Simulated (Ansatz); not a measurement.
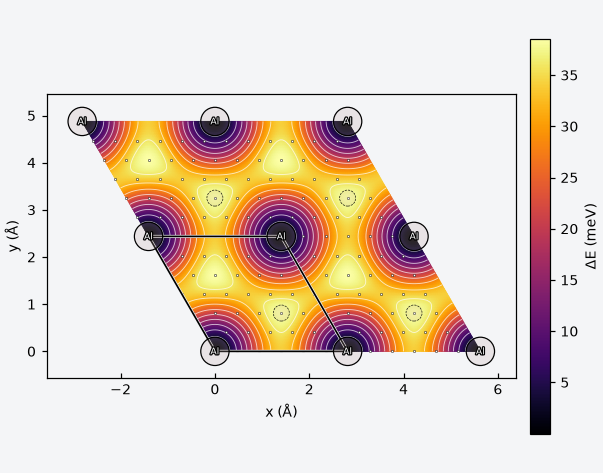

Energy landscape of H on an Al(001) slab cut from the P6_3/mmc phase, its upper half relaxed before the scan (32 atoms of substrate and one adsorbate in a 2 × 2 cell). 
- H is moved over the surface cell at a fixed height above a rigid substrate; the origin of the map has the adsorbate above Al29; the height is held at 3.30 Å.
- Places are given modulo a cell vector. The map is drawn in real space over the plane of the surface.
- The grid has 6 × 6 points; 10 points were computed and 26 follow by symmetry.
- Places are given in fractions of the 1 × 1 surface cell.
- Energies are in meV, from the lowest grid point.
- The runs have no spin polarisation, so an open-shell adsorbate far from the surface lies too high. At a fixed height the lowest place need not be the adsorption site.
- Computed with DFT PBE+D3(BJ), scalar-relativistic, plane waves, PAW in Ansatz. Settings: cutoff 420 eV, k-mesh 6×6×1, gaussian smearing 0.1 eV, no spin polarisation.

Drawn: a smooth colour map with a few white contour lines, dots at the grid points, labelled circles for the atoms of the top layer and small ones for the second layer, the outline of one cell of the 2 × 2 shown. Between grid points the surface is interpolated. 

> What does the map say about the system?

The lowest grid point is at the top site over a surface Al atom, (0/6, 0/6) of the cell vectors. It is the only kind of minimum in the scanned range. The highest grid point, a threefold hollow, (2/6, 4/6) of the cell vectors, lies 38.5 meV above the lowest. On the interpolated surface the easiest way out of the lowest well to its copy in the next cell or period passes a barrier of about 34 meV. At the lowest point the adsorbate has 1 Al at 3.30 Å as nearest neighbours, at the highest 3 Al at 3.68 Å.

The input of one point:

```yaml
crystal:
  lattice:
    - [5.6288445222, 0.0, 0.0]
    - [-2.8144222611, 4.8747223502, 0.0]
    - [0.0, 0.0, 33.5549453352]
  atoms:
    - { symbol: Al, position: [0.1666666667, 0.3333333333, 0.1192074658] }
    - { symbol: Al, position: [0.1666666667, 0.8333333333, 0.1192074658] }
    - { symbol: Al, position: [0.6666666667, 0.3333333333, 0.1192074658] }
    - { symbol: Al, position: [0.6666666667, 0.8333333333, 0.1192074658] }
    - { symbol: Al, position: [0.0, 0.0, 0.1880575786] }
    - { symbol: Al, position: [0.0, 0.5, 0.1880575786] }
    - { symbol: Al, position: [0.5, 0.0, 0.1880575786] }
    - { symbol: Al, position: [0.5, 0.5, 0.1880575786] }
    - { symbol: Al, position: [0.3333333333, 0.1666666667, 0.2569076914] }
    - { symbol: Al, position: [0.3333333333, 0.6666666667, 0.2569076914] }
    - { symbol: Al, position: [0.8333333333, 0.1666666667, 0.2569076914] }
    - { symbol: Al, position: [0.8333333333, 0.6666666667, 0.2569076914] }
    - { symbol: Al, position: [0.0, 0.0, 0.3257578042] }
    - { symbol: Al, position: [0.0, 0.5, 0.3257578042] }
    - { symbol: Al, position: [0.5, 0.0, 0.3257578042] }
    - { symbol: Al, position: [0.5, 0.5, 0.3257578042] }
    - { symbol: Al, position: [0.1666666667, 0.3333333333, 0.3941383343] }
    - { symbol: Al, position: [0.1666666667, 0.8333333333, 0.3941383343] }
    - { symbol: Al, position: [0.6666666667, 0.3333333333, 0.3941383343] }
    - { symbol: Al, position: [0.6666666667, 0.8333333333, 0.3941383343] }
    - { symbol: Al, position: [0.0, 0.0, 0.4632563468] }
    - { symbol: Al, position: [0.0, 0.5, 0.4632563468] }
    - { symbol: Al, position: [0.5, 0.0, 0.4632563468] }
    - { symbol: Al, position: [0.5, 0.5, 0.4632563468] }
    - { symbol: Al, position: [0.3333333333, 0.1666666667, 0.5326957441] }
    - { symbol: Al, position: [0.3333333333, 0.6666666667, 0.5326957441] }
    - { symbol: Al, position: [0.8333333333, 0.1666666667, 0.5326957441] }
    - { symbol: Al, position: [0.8333333333, 0.6666666667, 0.5326957441] }
    - { symbol: Al, position: [0.0, 0.0, 0.6036351761] }
    - { symbol: Al, position: [0.0, 0.5, 0.6036351761] }
    - { symbol: Al, position: [0.5, 0.0, 0.6036351761] }
    - { symbol: Al, position: [0.5, 0.5, 0.6036351761] }
    - { symbol: H, position: [0.0, 0.0, 0.7019813354] }
basis:
  ecutwfc: 420
kpoints:
  mp_grid: { grid: [6, 6, 1] }
hamiltonian:
  xc: pbe
  pseudopotentials: { kind: paw, azcp: { folder: soft_1 } }
  dispersion: d3bj
scf:
  occupations: { method: gaussian, width: 0.1 }
output:
  forces: true
  eigenvalues: true
efield:
  axis: 3
  dipole_correction: true
  ramp_width: 0.04
```

Time for the 10 points that were run: 13 min on 2 threads of Arm Neoverse V1 (shared host).
